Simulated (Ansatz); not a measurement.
A series of calculations on WSe₂

Part 1: Relaxation

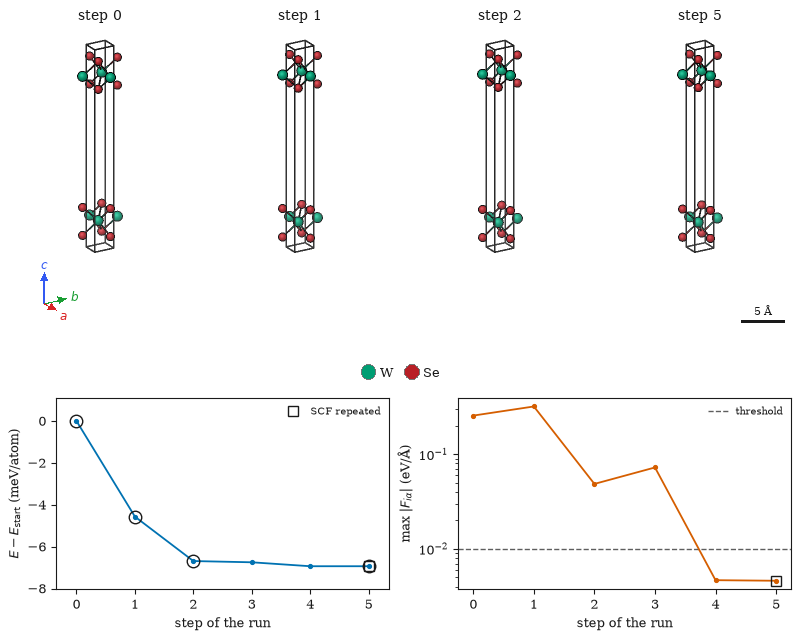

Frames of a relaxation of a crystal of WSe2 (set up in P-3m1), marked on the history of the run. The picture is a ball-and-stick view of the cell of the calculation, seen slightly off an axis.

Case: the database's cell, atoms relaxed.

Computed with Ansatz 0.2.0, DFT PBE+D3(BJ), scalar-relativistic, plane waves, PAW. Settings: plane-wave cutoff 420 eV; k-point mesh 9 × 9 × 2; occupations gaussian; smearing width 0.02 eV; no spin polarisation; atoms relaxed in a fixed cell; force threshold 0.01 eV/Å; at most 40 steps.

> Describe the path.

The largest moves, 0.22 Å, are those of Se atoms. By element the largest moves are Se 0.22 Å, W 0.21 Å. The lattice vectors keep their values. Some distances before and after: Se–W 2.536 → 2.543 Å. The space group stays P-3m1 (No. 164). The energy falls by 6.9 meV per atom in 4 accepted moves (5 points after the start). The largest force component goes from 0.26 to 0.0046 eV/Å. 1 step only repeated the SCF at the same geometry. Cost: 74 s on 1 thread of Arm Neoverse V2, with other jobs on the host, peak memory 0.57 GiB. From step 0 to 1: Se atoms move most (0.19 Å), energy −4.6 meV per atom. From step 1 to 2: Se atoms move most (0.10 Å), energy −2.1 meV per atom. From step 2 to 5: W and Se atoms move most (0.04 Å), energy −0.2 meV per atom.

Part 2: Relaxation

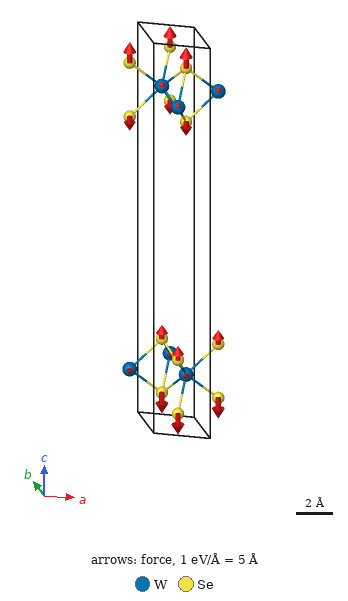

Starting geometry of a crystal of WSe2 (set up in P-3m1) with the computed forces as red arrows. The picture is a ball-and-stick view of the cell of the calculation, seen from a free direction.

Theory: DFT PBE+D3(BJ), scalar-relativistic, plane waves, PAW in Ansatz. (plane-wave cutoff 420 eV; k-point mesh 9 × 9 × 2; occupations gaussian; smearing width 0.02 eV; no spin polarisation; cell and atoms relaxed; force threshold 0.005 eV/Å; at most 80 steps)

> What follows when this structure is relaxed?

It isn't relaxed: the largest force vector, on Se atoms, is 0.26 eV/Å. The final displacements have little in common with the starting forces (cosine between the two patterns 0.19). The largest moves relative to the cell, 2.19 Å, are those of Se atoms. By element the largest moves are Se 2.19 Å, W 1.39 Å. The volume changes by −48.1 %, with a = b 3.318 → 3.279 Å (−1.2 %), c 24.069 → 12.798 Å (−46.8 %). The space group (tolerance 0.01 Å) goes from P-3m1 (No. 164) to P6_3/mmc (No. 194). After 30 accepted moves (34 points after the start) the energy has fallen by 69.4 meV per atom. Largest force component: 0.26 eV/Å at the start, 0.0031 eV/Å at the end. The pressure goes from −0.57 to 0.00 GPa. The line search rejected the trial steps at points 1, 4, 11 of the run. At 1 point the geometry stayed and the basis and grid were re-selected for the new cell (energy shift of 0.7 meV per atom at most each time). Cost: 8.3 min on 1 thread of Arm Neoverse V2, on a shared host, peak memory 0.59 GiB.

Part 3: A change

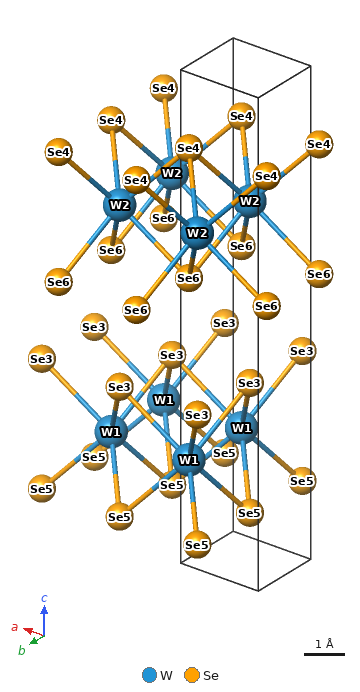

Reference structure: solid WSe₂ (set up in P6_3/mmc). A ball-and-stick model of the cell of the calculation, repeated 2 × 2 × 1 with one cell outlined, seen from a free direction.

The calculation used DFT PBE+D3(BJ), scalar-relativistic, plane waves, PAW (Ansatz 0.2.0). Settings: plane-wave cutoff 420 eV; k-point mesh 9 × 9 × 2; occupations gaussian; smearing width 0.02 eV; no spin polarisation.

Now this is done to it. The volume is changed by +3.0 %. The cell's shape and the atoms are relaxed at that volume.

Question: What does the calculation give for the changed structure?

Answer: The energy rises by 2.5 meV per atom. Pressure: 0.0 GPa before, −1.2 GPa after. The drawn cell changes as follows: a = b 3.279 → 3.294 Å (+0.5 %), c 12.798 → 13.062 Å (+2.1 %); the volume changes by +3.0 %. The largest moves relative to the cell, 0.037 Å, are those of Se3 and Se6. Se6 goes along +c. W stays in place. Among the bonded contacts that change: Se–W 2.534 → 2.539 Å. The space group stays P6_3/mmc (No. 194).

The changed structure in the same view:

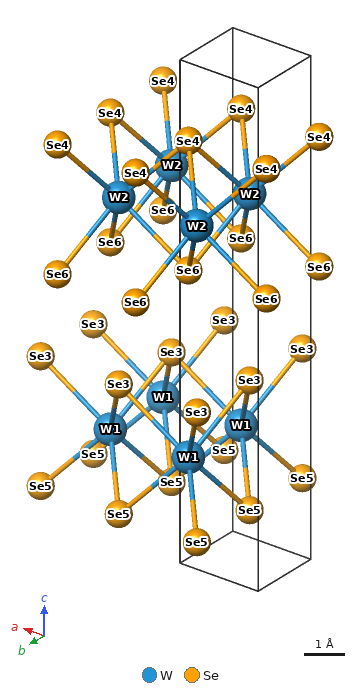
